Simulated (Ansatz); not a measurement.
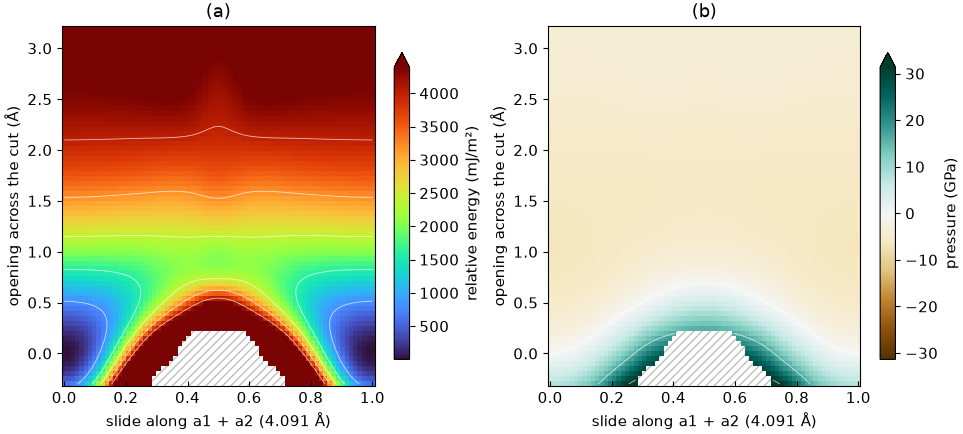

AlNi (Pm-3m, No. 221; 6 atoms in the cell). 
- Rigid slide and opening across a plane, one cut a cell; the plane is (1 0 0) of the conventional cell, and the faces at the cut hold Ni and Al.
- The first coordinate is: slide along a1 + a2 (4.091 Å); the second: opening across the cut.
- Nothing is relaxed (rigid halves).
- The grid has 12 × 7 points; 44 points were computed and 32 follow by symmetry. At 8 points there is no value (left out of the scan, as a rule where atoms come close).
- Points are written as (first, second).
- All energies are given in mJ/m² relative to the lowest grid point.
- The runs have no spin polarisation; a magnetic state may lie lower.
- Level of theory: Ansatz, DFT PBE, scalar-relativistic, plane waves, PAW. Settings: cutoff 520 eV, k-mesh 15×15×5 in the order of the run's cell vectors, gaussian smearing 0.15 eV, no spin polarisation.

Panel (a) is the energy and panel (b) the computed pressure on the same grid.

The picture shows a smooth colour map with a few white contour lines, one colour for all values above the top of the scale, hatched blanks where no value was computed. Between grid points the surface is interpolated.

How does the pressure vary over the map, and what is it at the lowest grid point?

Leaving out the highest fifth of the energies, it runs from −6.6 GPa at (0.000, 1.2 Å) to 9.9 GPa at (0.083, −0.3 Å). At the lowest grid point, (0.000, 0.0 Å), it is 0.0 GPa.

| second ↓, first → | 0/12 | 1/12 | 2/12 | 3/12 | 4/12 | 5/12 | 6/12 | 7/12 | 8/12 | 9/12 | 10/12 | 11/12 |
| --- | --- | --- | --- | --- | --- | --- | --- | --- | --- | --- | --- | --- |
| 3.2 | −4.1 | −4.1 | −4.1 | −4.1 | −4.1 | −4.1 | −4.1 | −4.1 | −4.1 | −4.1 | −4.1 | −4.1 |
| 2.0 | −5.5 | −5.5 | −5.5 | −5.5 | −5.5 | −5.5 | −5.5 | −5.5 | −5.5 | −5.5 | −5.5 | −5.5 |
| 1.2 | −6.6 | −6.5 | −6.3 | −5.9 | −5.6 | −5.3 | −5.2 | −5.3 | −5.6 | −5.9 | −6.3 | −6.5 |
| 0.7 | −6.2 | −6.0 | −5.1 | −3.8 | −2.2 | −0.9 | −0.3 | −0.9 | −2.2 | −3.8 | −5.1 | −6.0 |
| 0.3 | −4.0 | −3.3 | −1.1 | 2.6 | 7.3 | 11.5 | 13.2 | 11.5 | 7.3 | 2.6 | −1.1 | −3.3 |
| 0.0 | 0.0 | 1.3 | 5.6 | 13.2 | 22.9 | – | – | – | 22.9 | 13.2 | 5.6 | 1.3 |
| −0.3 | 7.7 | 9.9 | 17.4 | 31.4 | – | – | – | – | – | 31.4 | 17.4 | 9.9 |

PAW datasets: the set soft_1.
